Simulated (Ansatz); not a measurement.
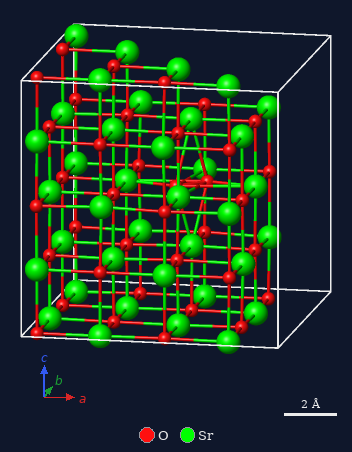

This is the input geometry for a relaxation of a defect cell of composition O33Sr32 (cell charge −1). The picture is a ball-and-stick view of the cell of the calculation (origin shifted), seen slightly off an axis.

The calculation used DFT, PBEsol, PAW, plane waves in Ansatz.

(plane-wave cutoff 420 eV; k-point mesh 1 × 1 × 1; mesh shifted by (0.25, 0.25, 0.25); collinear spin; atoms relaxed in a fixed cell; force threshold 0.03 eV/Å; at most 80 steps)

```
CELL_PARAMETERS angstrom
10.24549 0.00000 0.00000
0.00000 10.24549 0.00000
0.00000 0.00000 10.24549
ATOMIC_POSITIONS crystal
O 0.24808 0.00622 0.00122
O 0.25042 0.99880 0.49808
O 0.25244 0.49884 0.00299
O 0.20120 0.44783 0.49745
O 0.75308 0.99843 0.00035
O 0.74993 0.00084 0.49747
O 0.74917 0.49990 0.99928
O 0.74928 0.49832 0.49942
O 0.00044 0.25140 0.00054
O 0.99978 0.24719 0.50071
O 0.00154 0.74651 0.00247
O 0.99528 0.74810 0.50171
O 0.49733 0.24946 0.00288
O 0.50064 0.24869 0.49970
O 0.49831 0.75196 0.00349
O 0.50341 0.75093 0.50051
O 0.99783 0.00247 0.24867
O 0.99850 0.99823 0.74950
O 0.99788 0.50368 0.24700
O 0.00190 0.49986 0.75419
O 0.50071 0.00291 0.25082
O 0.50202 0.99954 0.75110
O 0.49813 0.50083 0.24950
O 0.49906 0.49974 0.75224
O 0.24720 0.24712 0.25440
O 0.25043 0.25041 0.74986
O 0.25116 0.74877 0.25308
O 0.25078 0.75198 0.75149
O 0.74984 0.25001 0.25012
O 0.74879 0.25140 0.75147
O 0.74900 0.74802 0.25078
O 0.74940 0.74631 0.74969
O 0.30235 0.55118 0.49729
Sr 0.99795 0.00068 0.00075
Sr 0.00320 0.99954 0.50520
Sr 0.00074 0.50123 0.99999
Sr 0.99693 0.50221 0.49834
Sr 0.49738 0.99885 0.00051
Sr 0.50095 0.99990 0.50194
Sr 0.50133 0.50250 0.00154
Sr 0.50131 0.49812 0.49874
Sr 0.25135 0.25130 0.99923
Sr 0.25225 0.24901 0.50044
Sr 0.25055 0.75115 0.00198
Sr 0.25317 0.74954 0.49875
Sr 0.75119 0.25074 0.00357
Sr 0.75077 0.25521 0.49717
Sr 0.75126 0.75070 0.99678
Sr 0.74966 0.75212 0.49860
Sr 0.24987 0.99788 0.24969
Sr 0.24388 0.99817 0.74867
Sr 0.25308 0.49746 0.25566
Sr 0.24942 0.49948 0.75042
Sr 0.75210 0.00020 0.24963
Sr 0.75268 0.00104 0.75038
Sr 0.74850 0.49908 0.24792
Sr 0.75065 0.50006 0.74835
Sr 0.99753 0.24788 0.24773
Sr 0.99841 0.24802 0.75296
Sr 0.00122 0.74913 0.24684
Sr 0.00281 0.74857 0.74964
Sr 0.50401 0.24936 0.25079
Sr 0.49840 0.25116 0.74895
Sr 0.50348 0.75038 0.24475
Sr 0.50081 0.74743 0.75239
```

Q: What does the optimiser find from here?

A: The largest move is that of O4, 1.21 Å along [−1 −1 −2]. Largest moves by element: O 1.21 Å, Sr 0.26 Å. The lattice vectors keep their values. Near-neighbour distances that change, for instance: O4–Sr58 3.885 → 2.457 Å, O4–Sr53 2.691 → 3.906 Å, O4–Sr41 3.118 → 3.904 Å, O4–Sr45 3.137 → 3.905 Å. New bonds form, among them: O4–Sr58 (3.89 → 2.46 Å). Bonds break, among them: O4–Sr53 (2.69 → 3.91 Å). Bond angles that change, for instance: Sr52–O33–Sr53 146.9° → 169.1°, Sr41–O33–Sr45 118.9° → 99.2°, Sr37–O4–Sr52 98.8° → 118.0°. After 10 geometry steps the energy has fallen by 2.962 eV per cell of the calculation. The largest force component goes from 3.5 to 0.0075 eV/Å. The run took 20 s on 1 × NVIDIA GB300 Max-Q with 8 threads of Arm Neoverse-V2, peak memory 2 GiB.

History of the run:

```json
{"step": "0", "E − E(0), meV/atom": "0.00", "largest force component, eV/Å": "3.5019"}
{"step": "1", "E − E(0), meV/atom": "-17.13", "largest force component, eV/Å": "0.6601"}
{"step": "2", "E − E(0), meV/atom": "-23.58", "largest force component, eV/Å": "1.6254"}
{"step": "3", "E − E(0), meV/atom": "-34.14", "largest force component, eV/Å": "1.5467"}
{"step": "4", "E − E(0), meV/atom": "-37.17", "largest force component, eV/Å": "0.5403"}
{"step": "5", "E − E(0), meV/atom": "-41.42", "largest force component, eV/Å": "0.3170"}
{"step": "6", "E − E(0), meV/atom": "-42.91", "largest force component, eV/Å": "0.3083"}
{"step": "7", "E − E(0), meV/atom": "-44.48", "largest force component, eV/Å": "0.2713"}
{"step": "8", "E − E(0), meV/atom": "-45.22", "largest force component, eV/Å": "0.1703"}
{"step": "9", "E − E(0), meV/atom": "-45.56", "largest force component, eV/Å": "0.0392"}
{"step": "10", "E − E(0), meV/atom": "-45.57", "largest force component, eV/Å": "0.0075"}
```

After the run, drawn alike:

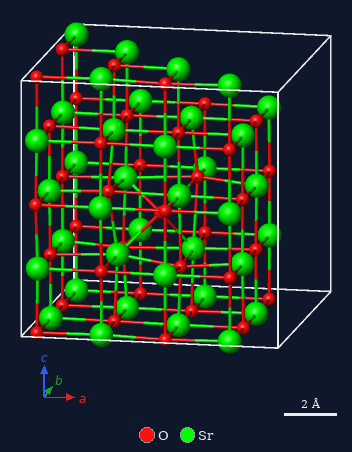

Limits of the set-up: the cell is charged, on a uniform background, and energies carry no finite-size correction.
